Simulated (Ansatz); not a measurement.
Structure data:

```
C
1.0
     2.46550    0.00000    0.00000
    -1.23275    2.13416    0.00000
     0.00000    0.00000   26.00000
C
2
Direct
  0.08331 0.16662 0.50000
  0.41669 0.83338 0.50000
```

**Summarise the structure in words.**

The element is carbon. The cell holds two atoms. The coordination shell of C holds three C in a trigonal planar arrangement at 1.42 Å. The bonds build C layers parallel to (001).

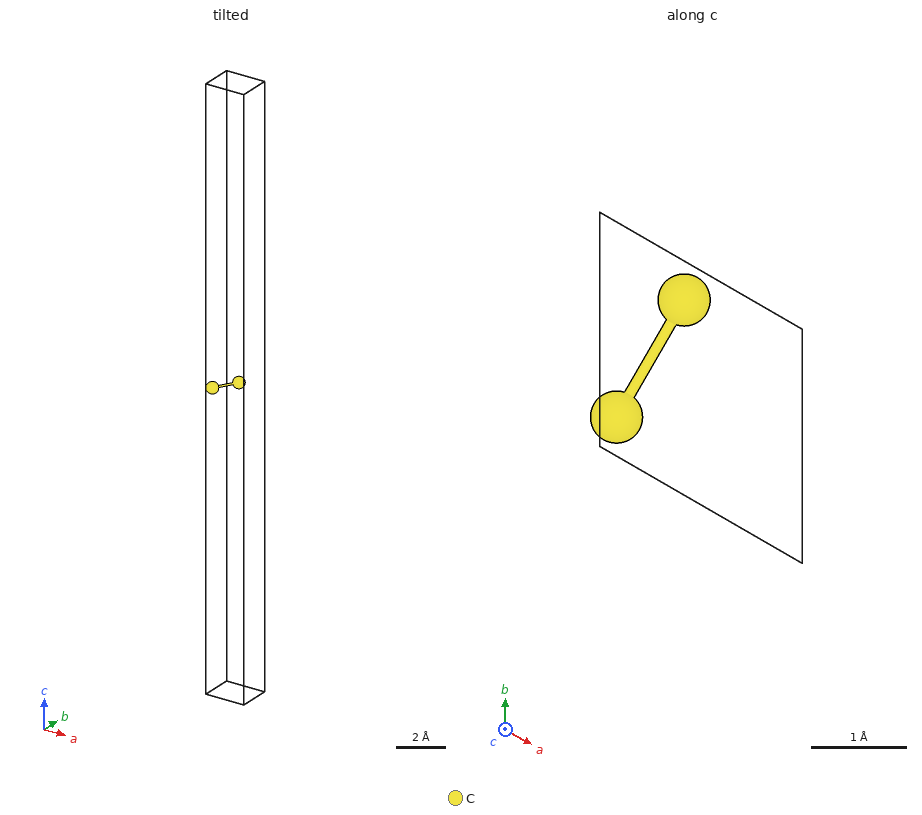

The image is a ball-and-stick drawing of a crystal, viewed slightly off an axis and along the c axis. The box is the simulation cell; atoms on or close to its faces, edges and corners are drawn wherever they repeat.

The structure was taken from a structure listed in the Materials Project, from which a slab or single sheet was cut. Earlier steps of the study may have refined or changed the cell and positions. A calculation with Ansatz used it as input.
